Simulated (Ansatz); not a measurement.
# Run report: MnO2, geometry relaxation (part 1 of 2)

MnO2 (P4₂/nmc, 6 atoms in the cell), computed with DFT r2SCAN, scalar-relativistic, plane waves, PAW, spin-polarised (Ansatz 0.2.0).

The structure was made by swapping elements on the sites of another compound; it need not be a known phase. It belongs to a series of runs on one base structure; here: Zr -> Mn on all its sites, cell and atoms relaxed. Figures and captions count atoms from 1; the log counts them from 0 in places.

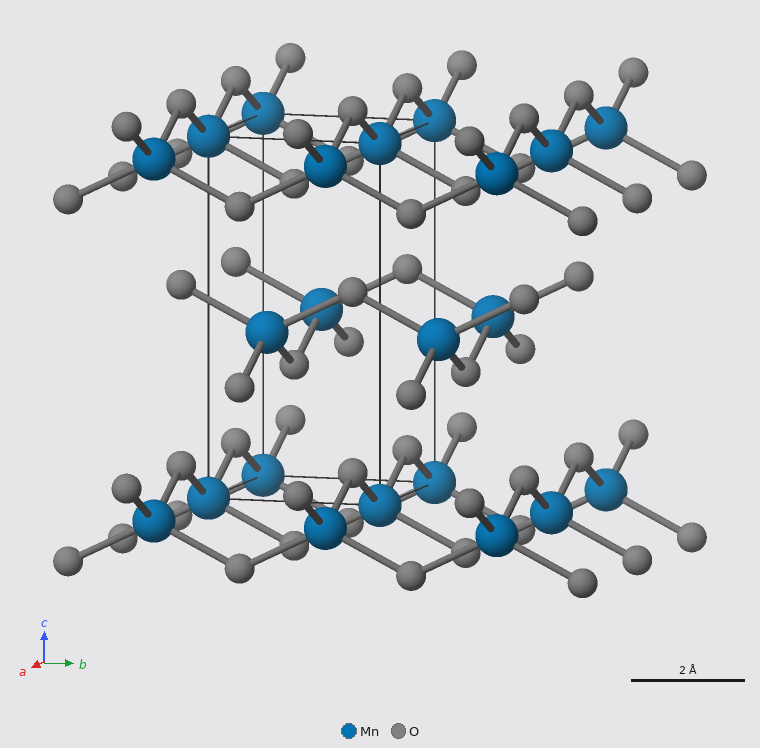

**Figure 1.** The starting structure (ball-and-stick view of the cell of the calculation, repeated 2 × 2 × 1, seen slightly off an axis; bonded neighbours outside the cell are drawn too). An atom can appear more than once, as a periodic image. Near neighbours in the periodic cell (some may lie outside the picture): Mn has 4 O at 1.78 Å; O has 2 Mn at 1.78 Å.

### Summary

```tsv
quantity	value
outcome	converged
space group (tolerance 0.01 Å)	P4₂/nmc (137)
electrons treated	54
free energy	−10081.3421 eV
Fermi energy	8.068 eV
gap on the k-point mesh	none (metallic)
net moment of the cell	6.00 μB
integrated absolute moment	6.61 μB
pressure	−0.01 GPa
final volume	66.06 Å³
largest force (length of the vector) at the end	0.001 eV/Å
final cell	a = 3.193 Å, b = 3.193 Å, c = 6.477 Å, α = 90.00°, β = 90.00°, γ = 90.00°
hardware	1 thread of Intel Xeon (Granite Rapids), 32 GiB of memory available, shared host
wall time	2.5 min
peak memory	0.9 GiB
```

### Remarks

The electronic state found may not be the lowest one. Warnings of the run: another magnetic order may lie lower.

### Input file
```yaml
crystal:
  lattice:
    - [3.1953529966, 0.0, 0.0]
    - [0.0, 3.1953529966, 0.0]
    - [0.0, 0.0, 6.4841413027]
  atoms:
    - { symbol: Mn, position: [0.0, 0.0, 0.0], spin: 2.79 }
    - { symbol: Mn, position: [0.5, 0.5, 0.5], spin: 2.79 }
    - { symbol: O, position: [0.0, 0.5, 0.3787069621] }
    - { symbol: O, position: [0.0, 0.5, 0.8787069621] }
    - { symbol: O, position: [0.5, 0.0, 0.6212930379] }
    - { symbol: O, position: [0.5, 0.0, 0.1212930379] }
basis:
  ecutwfc: 500
kpoints:
  mp_grid: { grid: [12, 12, 6] }
hamiltonian:
  xc: r2scan
scf:
  occupations: { method: gaussian, width: 0.1 }
output:
  forces: true
  stress: true
  eigenvalues: true
  populations: true
magnetization:
  spin_polarized: true
relax:
  adjacent_minimum: "off"
  f_tol: 0.01
  max_steps: 60
  cell: { stress_tol: 0.1 }
```

Launch command:
```bash
ansatz run input.yaml --threads 1 --pin off --max-ram 2560MiB --backend cpu --events-out ev --progress --plain --runs-dir out
```

### The program's output
```
Engine: ansatz 0.2.0, x86_64-unknown-linux-gnu
Pseudopotentials: kind: paw
Pseudopotential: Mn, paw, valence charge 15, recommended cutoff 500 eV (meta_gga), Mn.paw.azcp
Pseudopotential: O, paw, valence charge 6, recommended cutoff 500 eV (meta_gga), O.paw.azcp
Functional definition: r2SCAN
  parameter k0 = 0.174
  parameter k1 = 0.065
  parameter a1 = 4.9479
  exchange = r2scan_x(k0 = k0, k1 = k1, a1 = a1)
  correlation = r2scan_c
Crystal: 6 atoms, lattice volume = 66.205 Å³
Basis set: ecut = 500 eV, 1667 PW (Γ), exchange–correlation on 96×96×192 points (64 copies of the dense FFT grid, shifted against one another)
Bands: 36, of which v1, the nominal top of the filled ones, is band 27 counted from 1 (26 counted from 0)
Symmetry: 16 space group operations
Space group: P42/nmc (ITA 137), of the structure as read, at distance tolerance 4.0e-5 Å
Magnetic group: BNS 137.507 (UNI 1167), of the structure as read, at distance tolerance 4.0e-5 Å
k-points: 112 of 864
Non-local potential: Mn, projectors of the file, l = 0: 3, l = 1: 2, l = 2: 3, l = 3: 1
Non-local potential: O, projectors of the file, l = 0: 2, l = 1: 2, l = 2: 1
PAW form: soft (Blöchl's): semilocal exchange-correlation on the pseudo side does not see the compensation charge
PAW frozen core: Mn, regenerated for the run's functional (the file was generated under x = pbe(κ = 0.804, μ = 0.2195149727645171), c = pbe(β = 0.06672455060314922))
PAW frozen core: O, regenerated for the run's functional (the file was generated under x = pbe(κ = 0.804, μ = 0.2195149727645171), c = pbe(β = 0.06672455060314922))
PAW one-centre angular grid: Mn, 590 points (default); XC on 160 Gauss nodes
PAW one-centre angular grid: O, 302 points (default); XC on 160 Gauss nodes
Initial density: superposition of atomic densities (chi_scale 0.1, normalization cell, long waves kept (reshape's long-wave potential 0.00 eV rms))
Starting moments: Σ|m| = 5.58 μB on 2 of 6 sites
Initial wavefunctions: pseudopotential atomic-orbital guess
Functional: x = r2scan, c = r2scan; τ floored in thin density (d = 2e-4 eV/Å³)
SCF iter   1: F=—  HF=-10079.826454 eV  |F-HF|=—  |Δ(HF+E_count)|=         —  Δρ=7.82e-2 (↑7.82e-2 ↓3.18e-2)  dr2=3.22e0  dr2_τ=6.97e-2  dr2_m=1.30e0  M=6.000 μB ∫|m|=6.303 μB  β_m=1.00  ethr=3.10e-3  ⟨swp⟩=5.8  Hψ=30144  notcnv=0
Mixer restart at iter 1: flushing history
preconditioner: auto → Kerker (q_TF=auto, 2.637 Å⁻¹)  [metal: Δε(μ)=0.008 eV  Ē_g=10.896 eV  σ=0.100 eV  W_gap=0.05  n_scr=16 (ndim 8)  ℏωp=28.1 eV  f_vac=0.000  D(μ)=3.40/eV (n_scr^D=38)]
spin=Collinear: Kerker preconditioning applied to the charge; magnetization (m = ρ↑ − ρ↓) channel mixes plain (no charge-response kernel on spin).
SCF iter   2: F=—  HF=-10080.189944 eV  |F-HF|=—  |Δ(HF+E_count)|=   3.63e-1  Δρ=2.63e-2 (↑2.63e-2 ↓2.51e-2)  dr2=1.58e0  dr2_τ=2.40e-2  dr2_m=1.06e-2  M=6.000 μB ∫|m|=6.394 μB  β_m=1.00  ethr=3.10e-3  ⟨swp⟩=2.5  Hψ=17522  notcnv=0  defer=326  κ⁻¹=1.0e0(r=1)
SCF iter   3: F=—  HF=-10080.909593 eV  |F-HF|=—  |Δ(HF+E_count)|=   7.20e-1  Δρ=1.70e-2 (↑1.70e-2 ↓1.68e-2)  dr2=7.54e-1  dr2_τ=8.79e-3  dr2_m=9.15e-4  M=6.000 μB ∫|m|=6.455 μB  β_m=1.00  ethr=2.92e-3  ⟨swp⟩=2.0  Hψ=9710  notcnv=0  defer=326  κ⁻¹=8.1e-2(r=2)
SCF iter   4: F=—  HF=-10081.309187 eV  |F-HF|=—  |Δ(HF+E_count)|=   4.00e-1  Δρ=7.71e-3 (↑7.28e-3 ↓7.71e-3)  dr2=1.04e-1  dr2_τ=1.99e-3  dr2_m=2.18e-3  M=6.000 μB ∫|m|=6.551 μB  β_m=1.00  ethr=1.40e-3  ⟨swp⟩=2.8  Hψ=17683  notcnv=0  defer=337  κ⁻¹=4.6e-3(r=3)
SCF iter   5: F=—  HF=-10081.285999 eV  |F-HF|=—  |Δ(HF+E_count)|=         —  Δρ=4.48e-3 (↑4.15e-3 ↓4.48e-3)  dr2=2.51e-2  dr2_τ=1.02e-3  dr2_m=4.00e-4  M=6.000 μB ∫|m|=6.575 μB  β_m=1.00  ethr=1.92e-4  ⟨swp⟩=2.0  Hψ=16769  notcnv=0  defer=334
Mixer restart at iter 5: flushing history
SCF iter   6: F=—  HF=-10081.309189 eV  |F-HF|=—  |Δ(HF+E_count)|=   2.32e-2  Δρ=3.42e-3 (↑3.34e-3 ↓3.42e-3)  dr2=1.67e-2  dr2_τ=5.51e-4  dr2_m=2.00e-5  M=6.000 μB ∫|m|=6.574 μB  β_m=1.00  ethr=4.64e-5  ⟨swp⟩=2.0  Hψ=9343  notcnv=0  defer=334  κ⁻¹=1.0e0(r=1)
SCF iter   7: F=—  HF=-10081.338202 eV  |F-HF|=—  |Δ(HF+E_count)|=   2.90e-2  Δρ=1.65e-3 (↑1.28e-3 ↓1.65e-3)  dr2=4.46e-3  dr2_τ=8.86e-5  dr2_m=6.15e-5  M=6.000 μB ∫|m|=6.576 μB  β_m=1.00  ethr=3.09e-5  ⟨swp⟩=2.0  Hψ=15544  notcnv=0  defer=334  κ⁻¹=4.3e-2(r=2)
SCF iter   8: F=—  HF=-10081.341374 eV  |F-HF|=—  |Δ(HF+E_count)|=   3.17e-3  Δρ=5.80e-4 (↑5.80e-4 ↓5.74e-4)  dr2=5.18e-4  dr2_τ=1.15e-5  dr2_m=5.46e-6  M=6.000 μB ∫|m|=6.583 μB  β_m=1.00  ethr=8.25e-6  ⟨swp⟩=2.0  Hψ=15024  notcnv=0  defer=334  κ⁻¹=1.0e-2(r=3)
SCF iter   9: F=—  HF=-10081.341467 eV  |F-HF|=—  |Δ(HF+E_count)|=   9.24e-5  Δρ=4.11e-4 (↑3.95e-4 ↓4.11e-4)  dr2=2.20e-4  dr2_τ=6.43e-6  dr2_m=3.66e-7  M=6.000 μB ∫|m|=6.585 μB  β_m=1.00  ethr=9.60e-7  ⟨swp⟩=1.5  Hψ=10152  notcnv=0  defer=334  κ⁻¹=2.2e-3(r=4)
SCF iter  10: F=—  HF=-10081.341759 eV  |F-HF|=—  |Δ(HF+E_count)|=   2.92e-4  Δρ=1.64e-4 (↑1.64e-4 ↓1.18e-4)  dr2=4.54e-5  dr2_τ=5.46e-7  dr2_m=1.54e-6  M=6.000 μB ∫|m|=6.586 μB  β_m=1.00  ethr=4.07e-7  ⟨swp⟩=2.0  Hψ=14123  notcnv=0  defer=334  κ⁻¹=1.9e-4(r=5)
SCF iter  11: F=—  HF=-10081.341784 eV  |F-HF|=—  |Δ(HF+E_count)|=   2.56e-5  Δρ=1.05e-4 (↑1.05e-4 ↓8.01e-5)  dr2=2.25e-5  dr2_τ=2.36e-7  dr2_m=4.80e-7  M=6.000 μB ∫|m|=6.586 μB  β_m=1.00  ethr=8.41e-8  ⟨swp⟩=1.6  Hψ=10701  notcnv=0  defer=334  κ⁻¹=1.3e-4(r=6)
SCF iter  12: F=—  HF=-10081.341789 eV  |F-HF|=—  |Δ(HF+E_count)|=   4.87e-6  Δρ=5.82e-5 (↑5.45e-5 ↓5.82e-5)  dr2=7.43e-6  dr2_τ=1.18e-7  dr2_m=2.39e-8  M=6.000 μB ∫|m|=6.586 μB  β_m=1.00  ethr=4.17e-8  ⟨swp⟩=2.1  Hψ=12747  notcnv=0  defer=334  κ⁻¹=6.6e-5(r=7)
SCF iter  13: F=—  HF=-10081.341789 eV  |F-HF|=—  |Δ(HF+E_count)|=   4.75e-7  Δρ=2.52e-5 (↑2.52e-5 ↓1.44e-5)  dr2=4.84e-7  dr2_τ=1.54e-8  dr2_m=8.82e-8  M=6.000 μB ∫|m|=6.586 μB  β_m=1.00  ethr=1.38e-8  ⟨swp⟩=2.0  Hψ=11877  notcnv=0  defer=334  κ⁻¹=9.2e-6(r=8)
SCF iter  14: F=—  HF=-10081.341789 eV  |F-HF|=—  |Δ(HF+E_count)|=   2.51e-7  Δρ=1.47e-5 (↑1.47e-5 ↓1.22e-5)  dr2=3.38e-7  dr2_τ=5.36e-9  dr2_m=4.75e-9  M=6.000 μB ∫|m|=6.585 μB  β_m=1.00  ethr=8.97e-10  ⟨swp⟩=2.9  Hψ=14639  notcnv=0  defer=334  κ⁻¹=3.8e-6(r=8)
SCF iter  15: F=—  HF=-10081.341789 eV  |F-HF|=—  |Δ(HF+E_count)|=   9.24e-8  Δρ=7.03e-6 (↑7.03e-6 ↓6.65e-6)  dr2=1.18e-7  dr2_τ=1.13e-9  dr2_m=1.90e-9  M=6.000 μB ∫|m|=6.585 μB  β_m=1.00  ethr=6.27e-10  ⟨swp⟩=2.2  Hψ=14028  notcnv=0  defer=334  κ⁻¹=5.8e-6(r=8)
SCF iter  16: F=—  HF=-10081.341789 eV  |F-HF|=—  |Δ(HF+E_count)|=   2.68e-8  Δρ=3.57e-6 (↑3.57e-6 ↓3.54e-6)  dr2=1.69e-8  dr2_τ=4.70e-10  dr2_m=6.84e-10  M=6.000 μB ∫|m|=6.585 μB  β_m=1.00  ethr=1.85e-10  ⟨swp⟩=8.3  Hψ=29464  notcnv=0  κ⁻¹=1.9e-5(r=8)
SCF iter  17: F=-10081.341789 eV  HF=-10081.341789 eV  |F-HF|=7.14e-9  |Δ(HF+E_count)|=   1.32e-8  Δρ=2.88e-6 (↑2.57e-6 ↓2.88e-6)  dr2=1.32e-8  dr2_τ=2.69e-10  dr2_m=5.69e-11  M=6.000 μB ∫|m|=6.585 μB  ethr=3.13e-11  ⟨swp⟩=1.8  Hψ=25200  notcnv=0
SCF 1 converged in 17 iterations: F = -10081.341789 eV  dr2 = 1.32e-8
  greatest PAW one-centre occupation: 1.001 electrons in one spin orbital (limit 2), on the Mn atom at site 1 (counted from 0), in its partial waves of l = 1
relax step   1: F+E_penalty+E_count = -10081.34178897 eV  Δ(F+E_penalty+E_count) = +0.000e0 eV  max|allowed force component| = 3.712e-2 eV/Å  Δτ_max = 0.0000 Å  P = +0.025 GPa  Ω = 66.205 Å³  (17 SCF iters, dr2 threshold 1.00e-7 eV, accepted)
Crystal: 6 atoms, lattice volume = 66.081 Å³
Initial density: handed on by an earlier stage of this run
Starting moments: Σ|m| = 5.58 μB on 2 of 6 sites; this step starts from the density that it was given
Initial wavefunctions: those handed on with the density
iter 1 solved again at ethr=5.36e-8 eV; its pass at ethr=3.10e-3 eV (dr2=2.90e-5 eV) is discarded
SCF iter   1: F=—  HF=-10081.341941 eV  |F-HF|=—  |Δ(HF+E_count)|=         —  Δρ=2.85e-4 (↑2.85e-4 ↓1.16e-4)  dr2=3.25e-5  dr2_τ=3.05e-4  dr2_m=8.39e-6  M=6.000 μB ∫|m|=6.585 μB  β_m=1.00  ethr=5.36e-8  ⟨swp⟩=2.0  Hψ=33683  notcnv=0
preconditioner: auto → Kerker (q_TF=auto, 2.352 Å⁻¹)  [metal: Δε(μ)=0.020 eV  Ē_g=11.270 eV  σ=0.100 eV  W_gap=0.11  n_scr=16 (ndim 8)  ℏωp=28.2 eV  f_vac=0.007  D(μ)=1.56/eV (n_scr^D=8)]
spin=Collinear: Kerker preconditioning applied to the charge; magnetization (m = ρ↑ − ρ↓) channel mixes plain (no charge-response kernel on spin).
SCF iter   2: F=—  HF=-10081.342129 eV  |F-HF|=—  |Δ(HF+E_count)|=   1.88e-4  Δρ=1.32e-4 (↑1.32e-4 ↓1.09e-4)  dr2=1.05e-5  dr2_τ=4.40e-7  dr2_m=3.42e-7  M=6.000 μB ∫|m|=6.586 μB  β_m=1.00  ethr=5.36e-8  ⟨swp⟩=2.0  Hψ=14124  notcnv=0  κ⁻¹=1.0e0(r=1)
SCF iter   3: F=—  HF=-10081.342131 eV  |F-HF|=—  |Δ(HF+E_count)|=   2.20e-6  Δρ=8.51e-5 (↑8.51e-5 ↓8.28e-5)  dr2=5.64e-6  dr2_τ=2.02e-7  dr2_m=1.61e-8  M=6.000 μB ∫|m|=6.586 μB  β_m=1.00  ethr=1.94e-8  ⟨swp⟩=1.0  Hψ=8064  notcnv=0  κ⁻¹=3.4e-3(r=2)
SCF iter   4: F=—  HF=-10081.342134 eV  |F-HF|=—  |Δ(HF+E_count)|=   2.33e-6  Δρ=2.14e-5 (↑1.67e-5 ↓2.14e-5)  dr2=5.50e-7  dr2_τ=8.77e-9  dr2_m=2.31e-8  M=6.000 μB ∫|m|=6.586 μB  β_m=1.00  ethr=1.04e-8  ⟨swp⟩=2.0  Hψ=13177  notcnv=0  κ⁻¹=4.9e-4(r=3)
SCF iter   5: F=—  HF=-10081.342134 eV  |F-HF|=—  |Δ(HF+E_count)|=   2.76e-7  Δρ=1.04e-5 (↑1.01e-5 ↓1.04e-5)  dr2=1.44e-7  dr2_τ=3.63e-9  dr2_m=4.67e-10  M=6.000 μB ∫|m|=6.585 μB  β_m=1.00  ethr=1.02e-9  ⟨swp⟩=2.5  Hψ=14113  notcnv=0  κ⁻¹=6.4e-5(r=4)
SCF iter   6: F=—  HF=-10081.342134 eV  |F-HF|=—  |Δ(HF+E_count)|=   6.09e-8  Δρ=4.30e-6 (↑4.08e-6 ↓4.30e-6)  dr2=2.73e-8  dr2_τ=5.91e-10  dr2_m=1.16e-9  M=6.000 μB ∫|m|=6.585 μB  β_m=1.00  ethr=2.66e-10  ⟨swp⟩=2.5  Hψ=13007  notcnv=0  κ⁻¹=2.0e-5(r=5)
SCF iter   7: F=-10081.342134 eV  HF=-10081.342134 eV  |F-HF|=6.13e-9  |Δ(HF+E_count)|=   1.80e-8  Δρ=2.53e-6 (↑2.53e-6 ↓2.23e-6)  dr2=1.43e-8  dr2_τ=1.01e-10  dr2_m=7.97e-11  M=6.000 μB ∫|m|=6.585 μB  ethr=5.06e-11  ⟨swp⟩=3.0  Hψ=23481  notcnv=0
SCF 2 converged in 7 iterations: F = -10081.342134 eV  dr2 = 1.43e-8
relax step   2: F+E_penalty+E_count = -10081.34213406 eV  Δ(F+E_penalty+E_count) = -3.451e-4 eV  max|allowed force component| = 1.778e-2 eV/Å  Δτ_max = 0.0026 Å  P = +0.083 GPa  Ω = 66.081 Å³  energy of the carried Pulay correction = +1.089e-4 eV  (7 SCF iters, dr2 threshold 8.61e-8 eV, accepted)
Crystal: 6 atoms, lattice volume = 66.058 Å³
iter 1 solved again at ethr=7.75e-8 eV; its pass at ethr=3.10e-3 eV (dr2=4.18e-5 eV) is discarded
SCF iter   1: F=—  HF=-10081.342175 eV  |F-HF|=—  |Δ(HF+E_count)|=         —  Δρ=2.44e-4 (↑2.44e-4 ↓9.57e-5)  dr2=4.62e-5  dr2_τ=8.94e-5  dr2_m=4.51e-6  M=6.000 μB ∫|m|=6.587 μB  β_m=1.00  ethr=7.75e-8  ⟨swp⟩=1.2  Hψ=26959  notcnv=0
preconditioner: auto → Kerker (q_TF=auto, 2.352 Å⁻¹)  [metal: Δε(μ)=0.020 eV  Ē_g=11.266 eV  σ=0.100 eV  W_gap=0.11  n_scr=16 (ndim 8)  ℏωp=28.2 eV  f_vac=0.007  D(μ)=1.54/eV (n_scr^D=8)]
spin=Collinear: Kerker preconditioning applied to the charge; magnetization (m = ρ↑ − ρ↓) channel mixes plain (no charge-response kernel on spin).
SCF iter   2: F=—  HF=-10081.342189 eV  |F-HF|=—  |Δ(HF+E_count)|=   1.39e-5  Δρ=8.22e-5 (↑8.02e-5 ↓8.22e-5)  dr2=8.15e-6  dr2_τ=1.99e-7  dr2_m=2.58e-7  M=6.000 μB ∫|m|=6.587 μB  β_m=1.00  ethr=7.75e-8  ⟨swp⟩=2.0  Hψ=12315  notcnv=0  κ⁻¹=1.0e0(r=1)
SCF iter   3: F=—  HF=-10081.342189 eV  |F-HF|=—  |Δ(HF+E_count)|=   4.87e-7  Δρ=4.32e-5 (↑4.32e-5 ↓4.24e-5)  dr2=1.27e-6  dr2_τ=5.87e-8  dr2_m=9.71e-9  M=6.000 μB ∫|m|=6.587 μB  β_m=1.00  ethr=1.51e-8  ⟨swp⟩=2.0  Hψ=11040  notcnv=0  κ⁻¹=4.0e-2(r=2)
SCF iter   4: F=—  HF=-10081.342191 eV  |F-HF|=—  |Δ(HF+E_count)|=   2.67e-6  Δρ=3.12e-5 (↑3.00e-5 ↓3.12e-5)  dr2=8.50e-7  dr2_τ=2.95e-8  dr2_m=2.04e-9  M=6.000 μB ∫|m|=6.587 μB  β_m=1.00  ethr=2.35e-9  ⟨swp⟩=1.0  Hψ=8064  notcnv=0  κ⁻¹=5.0e-4(r=3)
SCF iter   5: F=—  HF=-10081.342197 eV  |F-HF|=—  |Δ(HF+E_count)|=   5.15e-6  Δρ=1.58e-5 (↑1.42e-5 ↓1.58e-5)  dr2=5.25e-7  dr2_τ=4.67e-9  dr2_m=6.15e-9  M=6.000 μB ∫|m|=6.587 μB  β_m=1.00  ethr=1.57e-9  ⟨swp⟩=2.0  Hψ=13658  notcnv=0  κ⁻¹=4.3e-5(r=4)
SCF iter   6: F=—  HF=-10081.342198 eV  |F-HF|=—  |Δ(HF+E_count)|=   1.27e-6  Δρ=1.13e-5 (↑1.13e-5 ↓1.13e-5)  dr2=2.68e-7  dr2_τ=2.69e-9  dr2_m=9.99e-10  M=6.000 μB ∫|m|=6.587 μB  β_m=1.00  ethr=9.73e-10  ⟨swp⟩=2.1  Hψ=11070  notcnv=0  κ⁻¹=2.5e-5(r=5)
SCF iter   7: F=—  HF=-10081.342199 eV  |F-HF|=—  |Δ(HF+E_count)|=   1.15e-6  Δρ=5.73e-6 (↑5.16e-6 ↓5.73e-6)  dr2=4.95e-8  dr2_τ=8.59e-10  dr2_m=1.01e-9  M=6.000 μB ∫|m|=6.588 μB  β_m=1.00  ethr=4.97e-10  ⟨swp⟩=2.5  Hψ=13846  notcnv=0  κ⁻¹=1.6e-5(r=6)
SCF iter   8: F=—  HF=-10081.342199 eV  |F-HF|=—  |Δ(HF+E_count)|=   4.27e-8  Δρ=3.58e-6 (↑3.58e-6 ↓2.70e-6)  dr2=1.24e-8  dr2_τ=3.14e-10  dr2_m=2.76e-10  M=6.000 μB ∫|m|=6.588 μB  β_m=1.00  ethr=9.17e-11  ⟨swp⟩=2.0  Hψ=14150  notcnv=0  κ⁻¹=8.6e-6(r=7)
SCF iter   9: F=—  HF=-10081.342199 eV  |F-HF|=—  |Δ(HF+E_count)|=   2.08e-8  Δρ=2.38e-6 (↑2.38e-6 ↓2.21e-6)  dr2=8.13e-9  dr2_τ=1.64e-10  dr2_m=2.87e-11  M=6.000 μB ∫|m|=6.588 μB  β_m=1.00  ethr=2.30e-11  ⟨swp⟩=2.3  Hψ=12894  notcnv=0  κ⁻¹=3.7e-6(r=8)
SCF iter  10: F=-10081.342199 eV  HF=-10081.342199 eV  |F-HF|=2.13e-8  |Δ(HF+E_count)|=   1.24e-8  Δρ=3.31e-6 (↑3.31e-6 ↓3.20e-6)  dr2=2.83e-8  dr2_τ=2.00e-10  dr2_m=5.86e-11  M=6.000 μB ∫|m|=6.588 μB  ethr=1.51e-11  ⟨swp⟩=2.3  Hψ=25976  notcnv=0
SCF 3 converged in 10 iterations: F = -10081.342199 eV  dr2 = 2.83e-8
relax step   3: F+E_penalty+E_count = -10081.34219899 eV  Δ(F+E_penalty+E_count) = -6.493e-5 eV  max|allowed force component| = 7.555e-4 eV/Å  Δτ_max = 0.0015 Å  P = -0.009 GPa  Ω = 66.058 Å³  energy of the carried Pulay correction = +1.290e-4 eV  (10 SCF iters, dr2 threshold 2.95e-8 eV, accepted)
Initial wavefunctions: pseudopotential atomic-orbital guess (no wavefunctions were taken with the density)
iter 1 solved again at ethr=1.36e-8 eV; its pass at ethr=3.10e-3 eV (dr2=7.32e-6 eV) is discarded
```
